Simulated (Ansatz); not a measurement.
# BN: what the fields show

```xyz
4
Lattice="1.7507 1.7507 0.0000 -1.7507 1.7507 0.0000 0.0000 0.0000 3.6554" Properties=species:S:1:pos:R:3 pbc="T T T"
B     0.0000    0.0000    0.0000
B     0.0000    1.7507    1.8277
N     0.8753    0.8753    0.9138
N    -0.8753    0.8753    2.7415
```

Space group I-4m2; started from the zincblende prototype, which need not be the ambient phase; changed on purpose from its base cell (epitaxial xy strain -3.0%); computed pressure about 21 GPa in this cell.

The calculation used Ansatz 0.2.0, DFT, r2SCAN, plane waves, PAW.

Core electrons are frozen (PAW), and the valence fields are smoothed inside the atomic spheres.

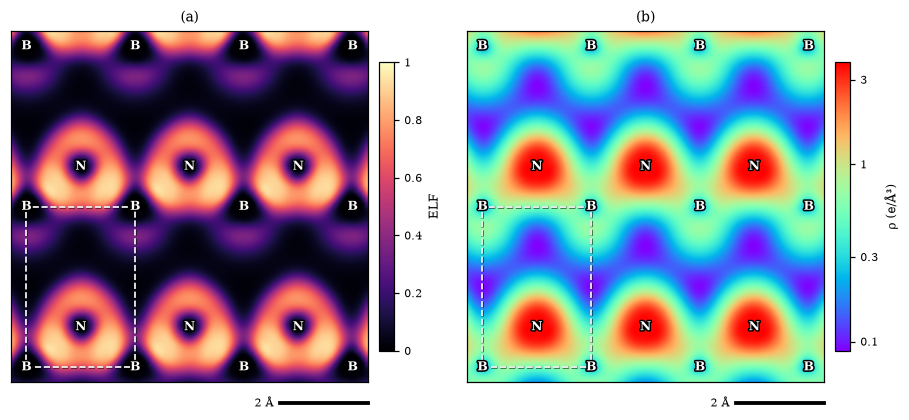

Figure 1. (a) electron localisation function; (b) valence charge density (pseudo) on the (010) plane of the conventional cell.

### What does the map show?

- Atoms in the plane: B and N.
- B–N (1.54 Å): the density is about 1.5 e/Å³ at the midpoint; the ELF peaks at about 0.95 between the atoms; a polar covalent bond.
- Between the atoms the lowest density in this plane is 0.09 e/Å³.

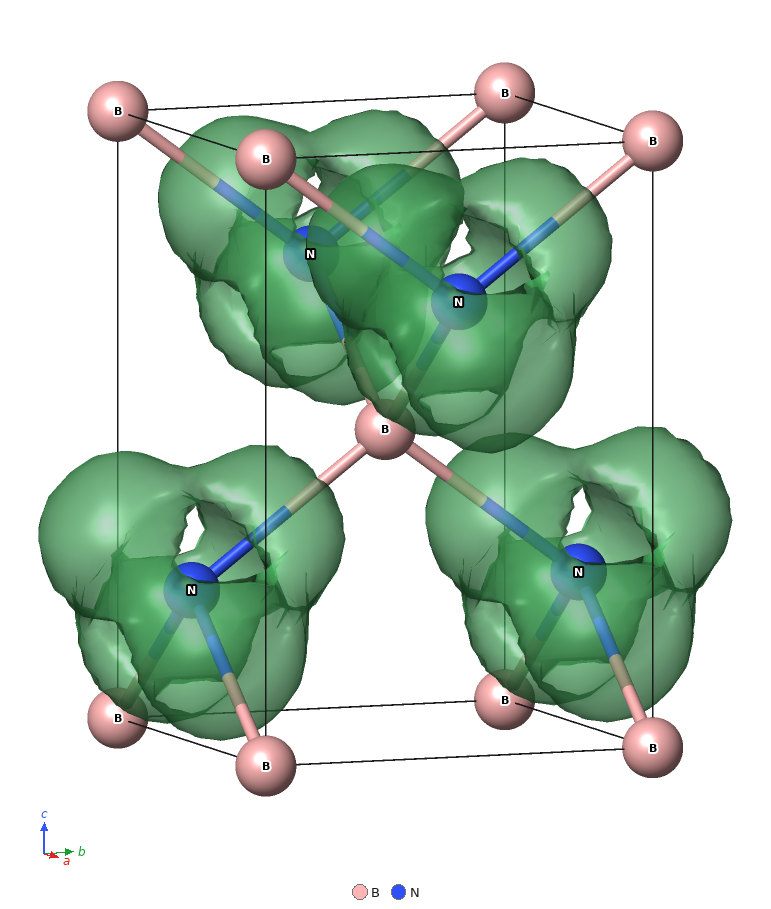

Figure 2. Isosurface of the ELF at 0.75 (green), seen slightly off an axis. Only the valence region is drawn (cores and ρ < 0.01 e/Å³ removed). Sticks mark near contacts.

### Where are the electrons localised?

The surface consists of two regions on N in which the atom's valence shell and bonds are merged, counted in one cell of 4 atoms. Regions shared between cells count once.

### Does the calculation give a band gap?

It is gapped, with a Kohn–Sham gap of 4.6 eV on the k-point mesh (the band edges may lie off the mesh, which would make the gap smaller).
